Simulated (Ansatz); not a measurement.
# AlNi (slab): what the fields show

The calculation's input:

```
crystal:
  lattice:
    - [2.8621655562, 0.0, 0.0]
    - [0.0, 2.8621655562, 0.0]
    - [0.0, 0.0, 22.1554138905]
  atoms:
    - { symbol: Ni, position: [0.5, 0.5, 0.3385177112] }
    - { symbol: Al, position: [0.0, 0.0, 0.4031106267] }
    - { symbol: Ni, position: [0.5, 0.5, 0.4677035422] }
    - { symbol: Al, position: [0.0, 0.0, 0.5322964578] }
    - { symbol: Ni, position: [0.5, 0.5, 0.5968893733] }
    - { symbol: Al, position: [0.0, 0.0, 0.6614822888] }
basis:
  ecutwfc: 420
kpoints:
  mp_grid: { grid: [12, 12, 1] }
hamiltonian:
  xc: pbesol
scf:
  occupations: { method: gaussian, width: 0.1 }
output:
  forces: true
  stress: true
  eigenvalues: true
  write_density: true
  write_potential: true
  elf: true
  volumetric_format: npy
efield:
  axis: 3
  dipole_correction: true
  ramp_width: 0.04
```

Command:

```sh
ansatz run input.yaml --threads 1 --pin off --max-ram 2560MiB --backend cpu --events-out ev --progress --plain --runs-dir out
```

Changed on purpose from its base cell (repeats removed: 1); not relaxed (largest force 1.0 eV/Å); computed without spin polarisation.

The calculation used DFT PBEsol, scalar-relativistic, plane waves, PAW in Ansatz.

In a PAW calculation such maps are meaningful between the atoms, not at the nuclei.

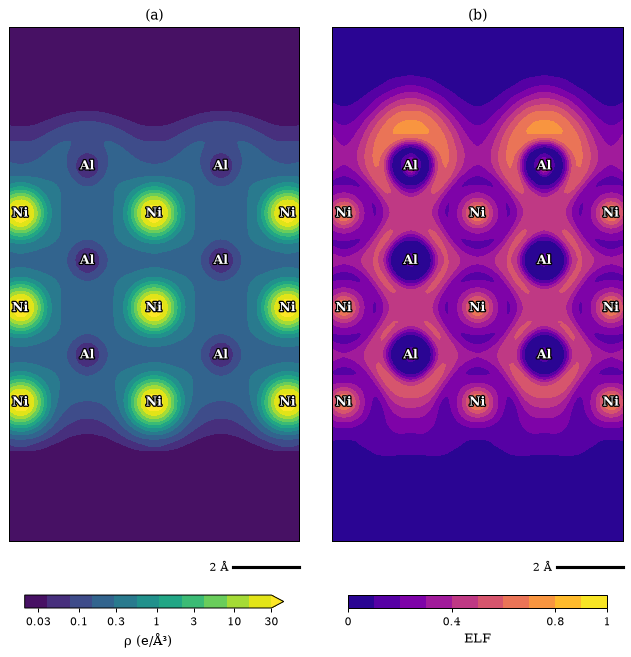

Figure 1. (a) valence charge density (pseudo); (b) ELF on the (11̄0) plane of the calculation cell, a cut from vacuum to vacuum.

**Describe what can be read from this map.**

Atoms in the plane: Ni and Al. Al–Ni (2.48 Å): ρ at the midpoint is about 0.31 e/Å³; the ELF is about 0.40 at the midpoint. The density dies away to nearly zero in the vacuum. The features right at Ni lie inside the PAW spheres, where the map follows smoothed inner orbitals and isn't to be read closely.

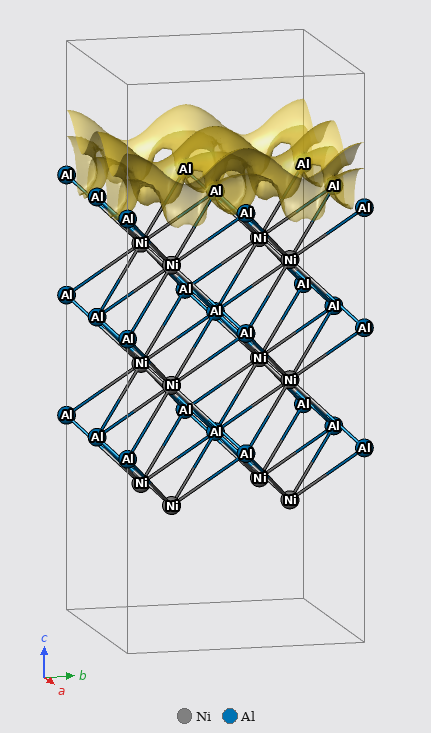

Figure 2. Isosurface of the ELF at 0.65 (yellow), seen slightly off an axis. Only the valence region is drawn (cores and ρ < 0.01 e/Å³ removed). Sticks mark near contacts.

**What do the ELF domains correspond to?**

The surface consists of sheets that run through the cell in two directions, counted in one cell of 6 atoms. Counts are for one cell; the picture repeats the cell along the surface.

**Metal or insulator at this level of theory?**

It is gapless in this calculation (a metal or semimetal).
